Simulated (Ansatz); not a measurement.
# From Sr to Mg

System: Sr (P6₃/mmc, 4 atoms in the cell).
Method of run A: DFT PBEsol, scalar-relativistic, plane waves, PAW, no spin polarisation (Ansatz 0.2.0).
System of run B: Mg (4 atoms in the cell).

On run A: The structure was made by swapping elements on the sites of another compound; it need not be a known phase. On run B: The structure was made by swapping elements on the sites of another compound; it need not be a known phase. It belongs to a series of runs on one base structure; here: Co -> Mg on all its sites, cell and atoms relaxed. Text and figures count atoms from 1; the logs count them from 0 in places.

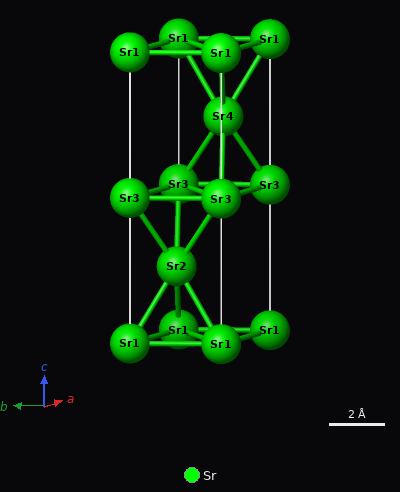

The structure as given in the input (ball-and-stick view of the cell of the calculation, seen at an oblique angle; atoms are numbered from 1 in the order of the input). An atom can appear more than once, as a periodic image. Near neighbours in the periodic cell (some may lie outside the picture): Sr has 12 Sr at 3.30 to 3.32 Å.

### Input, run A
```yaml
crystal:
  lattice:
    - [3.3177634621, 0.0, 0.0]
    - [-1.6588817311, 2.8732674419, 0.0]
    - [0.0, 0.0, 10.7630087011]
  atoms:
    - { symbol: Sr, position: [0.0, 0.0, 0.0] }
    - { symbol: Sr, position: [0.3333333333, 0.6666666667, 0.25] }
    - { symbol: Sr, position: [0.0, 0.0, 0.5] }
    - { symbol: Sr, position: [0.6666666667, 0.3333333333, 0.75] }
basis:
  ecutwfc: 420
kpoints:
  mp_grid: { grid: [6, 6, 2] }
hamiltonian:
  xc: pbesol
scf:
  occupations: { method: gaussian, width: 0.1 }
output:
  forces: true
  stress: true
  eigenvalues: true
```

Launched with:
```bash
ansatz run input.yaml --threads 1 --pin off --max-ram 2560MiB --backend cpu --events-out ev --progress --plain --runs-dir out
```

Hardware: 1 thread of Intel Xeon @ 2.50GHz (Skylake/Cascade Lake), 189 GiB of memory available, shared host.

### Output, shortened to warnings, some set-up lines, iterations and results (run A)
```
Basis set: ecut = 420 eV, 2039 PW (Γ), exchange–correlation on 48×48×144 points (8 copies of the dense FFT grid, shifted against one another)
Symmetry: 24 space group operations
k-points: 14 of 72
Initial density: superposition of atomic densities (neutral atoms: chi_scale 0, normalization atom), corrected by the library's trained network
[...]
SCF iter   1: F=—  HF=-13963.831520 eV  |F-HF|=—  |Δ(HF+E_count)|=         —  Δρ=3.24e-3  dr2=1.21e-2  ethr=1.77e-3  ⟨swp⟩=8.5  Hψ=1811  notcnv=0
SCF iter   2: F=—  HF=-13963.827167 eV  |F-HF|=—  |Δ(HF+E_count)|=   4.35e-3  Δρ=1.90e-3  dr2=4.52e-3  ethr=3.03e-5  ⟨swp⟩=2.1  Hψ=610  notcnv=0
SCF iter   3: F=—  HF=-13963.825949 eV  |F-HF|=—  |Δ(HF+E_count)|=   1.22e-3  Δρ=4.36e-4  dr2=1.16e-4  ethr=1.13e-5  ⟨swp⟩=2.1  Hψ=557  notcnv=0
SCF iter   4: F=—  HF=-13963.825941 eV  |F-HF|=—  |Δ(HF+E_count)|=   8.00e-6  Δρ=1.35e-4  dr2=1.60e-5  ethr=2.90e-7  ⟨swp⟩=2.1  Hψ=440  notcnv=0
SCF iter   5: F=—  HF=-13963.825923 eV  |F-HF|=—  |Δ(HF+E_count)|=   1.85e-5  Δρ=2.00e-5  dr2=3.51e-7  ethr=3.99e-8  ⟨swp⟩=2.6  Hψ=611  notcnv=0
SCF iter   6: F=-13963.825923 eV  HF=-13963.825923 eV  |F-HF|=6.73e-10  |Δ(HF+E_count)|=   4.14e-8  Δρ=3.89e-6  dr2=1.59e-8  ethr=2.50e-10  ⟨swp⟩=7.3  Hψ=1680  notcnv=0
SCF 1 converged in 6 iterations: F = -13963.825923 eV  dr2 = 1.59e-8
SCF converged after 6 iterations
Free energy (F): -13963.825923 eV
Harris-Foulkes:  -13963.825923 eV  (|F-HF|=6.73e-10)
Internal energy: -13963.785430 eV  (E = F + TS)
E sigma→0 (E₀):  -13963.805676 eV
Entropy (-TS):   -0.040493 eV (-10.123 meV/atom)
Fermi energy:    12.410272 eV
--- Per-component energies (eV) ---
  E_band       = -216.337420
  E_kinetic    = 1003.669365
  E_local      = -2168.983518  (includes V_loc(G=0)·N_el)
  E_nonlocal   = 817.173775
  E_hartree    = 477.114214
  E_xc         = -694.413461
  E_vxc        = -657.011678  (∫ρ·V_xc dr)
  E_paw        = -10578.480936  (= ΣΔE_a)
  E_vpaw       = -165.412262  (= ΣTr[D̂ρ^β])
  E_aug_tail   = -0.000007  (compensation charges beyond the density's cutoff)
  E_ewald      = -2820.402253
  E_core_change = 0.537390  (= ΣΔE_core)
  E_smearing   = -0.040493  (= −TS)
  E_closure    = -0.000000  (closes the sum)
  Σ components = -13963.825923   (vs F -13963.825923, Δ=0.00e0)
--- Forces (eV/Å), atoms counted from 1 ---
  atom   1  Sr     0.00000000    -0.00000000     0.00000000
  atom   2  Sr     0.00000000     0.00000000    -0.00000000
  atom   3  Sr     0.00000000     0.00000000     0.00000000
  atom   4  Sr     0.00000000    -0.00000000     0.00000000
  max |Σ_I F_I| component: 6.48e-17 eV/Å
--- Stress (GPa, compression-positive) ---
       23.349058      -0.000000      -0.000000
       -0.000000      23.349058      -0.000000
       -0.000000      -0.000000      23.891628
  P = ⅓ Tr σ = 23.5299 GPa (235.299 kbar)
```

For run B the input was changed thus:
```diff
-    - [3.3177634621, 0.0, 0.0]
-    - [-1.6588817311, 2.8732674419, 0.0]
-    - [0.0, 0.0, 10.7630087011]
+    - [2.6484619983, 0.0, 0.0]
+    - [-1.3242309992, 2.2936353715, 0.0]
+    - [0.0, 0.0, 8.5917576277]
-    - { symbol: Sr, position: [0.0, 0.0, 0.0] }
-    - { symbol: Sr, position: [0.3333333333, 0.6666666667, 0.25] }
-    - { symbol: Sr, position: [0.0, 0.0, 0.5] }
-    - { symbol: Sr, position: [0.6666666667, 0.3333333333, 0.75] }
+    - { symbol: Mg, position: [0.0, 0.0, 0.0] }
+    - { symbol: Mg, position: [0.3333333333, 0.6666666667, 0.25] }
+    - { symbol: Mg, position: [0.0, 0.0, 0.5] }
+    - { symbol: Mg, position: [0.6666666667, 0.3333333333, 0.75] }
```

Predict how the results change.

The total energies belong to different systems, so their difference says nothing on which is more stable or more accurate. The pressure goes from 23.53 to 58.53 GPa. The volume per atom goes from 25.65 to 13.05 Å³. The SCF takes 7 iterations against 6. The plane waves at Γ go from 2039 to 1031. On the same kind of shared host run B took about 0.68 times as long.

### Output, shortened to warnings, some set-up lines, iterations and results (run B)
```
Basis set: ecut = 420 eV, 1031 PW (Γ), exchange–correlation on 36×36×120 points (8 copies of the dense FFT grid, shifted against one another)
Symmetry: 24 space group operations
k-points: 14 of 72
Initial density: superposition of atomic densities (neutral atoms: chi_scale 0, normalization atom), corrected by the library's trained network
[...]
SCF iter   1: F=—  HF=-7643.597640 eV  |F-HF|=—  |Δ(HF+E_count)|=         —  Δρ=4.32e-3  dr2=7.19e-3  ethr=1.77e-3  ⟨swp⟩=5.4  Hψ=1484  notcnv=0
SCF iter   2: F=—  HF=-7643.593282 eV  |F-HF|=—  |Δ(HF+E_count)|=   4.36e-3  Δρ=2.32e-3  dr2=2.79e-3  ethr=1.80e-5  ⟨swp⟩=2.8  Hψ=732  notcnv=0
SCF iter   3: F=—  HF=-7643.592385 eV  |F-HF|=—  |Δ(HF+E_count)|=   8.97e-4  Δρ=4.31e-4  dr2=2.49e-4  ethr=6.96e-6  ⟨swp⟩=2.9  Hψ=620  notcnv=0
SCF iter   4: F=—  HF=-7643.592328 eV  |F-HF|=—  |Δ(HF+E_count)|=   5.67e-5  Δρ=2.03e-4  dr2=5.95e-5  ethr=6.22e-7  ⟨swp⟩=1.9  Hψ=382  notcnv=0
SCF iter   5: F=—  HF=-7643.592313 eV  |F-HF|=—  |Δ(HF+E_count)|=   1.52e-5  Δρ=8.71e-5  dr2=1.07e-5  ethr=1.49e-7  ⟨swp⟩=1.9  Hψ=375  notcnv=0
SCF iter   6: F=—  HF=-7643.592310 eV  |F-HF|=—  |Δ(HF+E_count)|=   2.89e-6  Δρ=2.03e-5  dr2=5.26e-7  ethr=2.67e-8  ⟨swp⟩=1.9  Hψ=378  notcnv=0
SCF iter   7: F=-7643.592310 eV  HF=-7643.592310 eV  |F-HF|=4.37e-9  |Δ(HF+E_count)|=   1.43e-7  Δρ=2.20e-6  dr2=6.20e-9  ethr=2.50e-10  ⟨swp⟩=5.4  Hψ=1286  notcnv=0
SCF 1 converged in 7 iterations: F = -7643.592310 eV  dr2 = 6.20e-9
SCF converged after 7 iterations
Free energy (F): -7643.592310 eV
Harris-Foulkes:  -7643.592310 eV  (|F-HF|=4.37e-9)
Internal energy: -7643.579055 eV  (E = F + TS)
E sigma→0 (E₀):  -7643.585682 eV
Entropy (-TS):   -0.013256 eV (-3.314 meV/atom)
Fermi energy:    11.427117 eV
--- Per-component energies (eV) ---
  E_band       = -1175.942970
  E_kinetic    = 320.090362
  E_local      = -5521.836343  (includes V_loc(G=0)·N_el)
  E_nonlocal   = 387.077349
  E_hartree    = 1944.536523
  E_xc         = -123.853284
  E_vxc        = -160.948016  (∫ρ·V_xc dr)
  E_paw        = -1116.673801  (= ΣΔE_a)
  E_vpaw       = -89.399559  (= ΣTr[D̂ρ^β])
  E_aug_tail   = -0.000012  (compensation charges beyond the density's cutoff)
  E_ewald      = -3533.155299
  E_core_change = 0.235449  (= ΣΔE_core)
  E_smearing   = -0.013256  (= −TS)
  E_closure    = -0.000000  (closes the sum)
  Σ components = -7643.592310   (vs F -7643.592310, Δ=0.00e0)
--- Forces (eV/Å), atoms counted from 1 ---
  atom   1  Mg    -0.00000000    -0.00000000    -0.00000000
  atom   2  Mg    -0.00000000     0.00000000     0.00000000
  atom   3  Mg    -0.00000000     0.00000000     0.00000000
  atom   4  Mg    -0.00000000     0.00000000     0.00000000
  max |Σ_I F_I| component: 1.85e-17 eV/Å
--- Stress (GPa, compression-positive) ---
       57.265646       0.000000       0.000000
        0.000000      57.265646       0.000000
        0.000000       0.000000      61.068704
  P = ⅓ Tr σ = 58.5333 GPa (585.333 kbar)
```

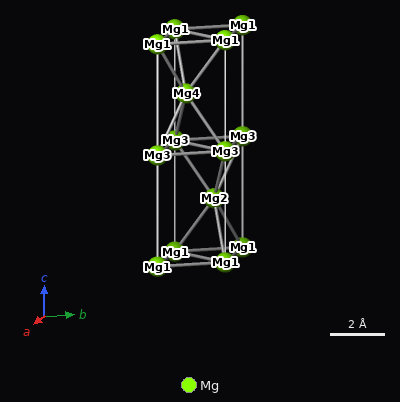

The input structure of run B (ball-and-stick view of the cell of the calculation, seen slightly off an axis; atoms are numbered from 1 in the order of the input). An atom can appear more than once, as a periodic image.

### The two runs side by side

| quantity | run A | run B |
| --- | --- | --- |
| outcome | converged | converged |
| free energy per atom (eV) | −3490.9565 | −1910.8981 |
| energy per atom, smearing taken to zero (eV) | −3490.9514 | −1910.8964 |
| gap on the mesh (eV) | 0.00 | 0.00 |
| pressure (GPa) | 23.53 | 58.53 |
| volume per atom (Å³) | 25.65 | 13.05 |
| largest force (eV/Å) | 0.000 | 0.000 |
| SCF iterations | 6 | 7 |
| irreducible k-points | 14 | 14 |
| plane waves at Γ | 2039 | 1031 |
| wall time (shared host) | 3 s | 2.1 s |

For run A: The cell is under a pressure of 24 GPa at this level, so it is not at its equilibrium volume. For run B: The cell is under a pressure of 59 GPa at this level, so it is not at its equilibrium volume.
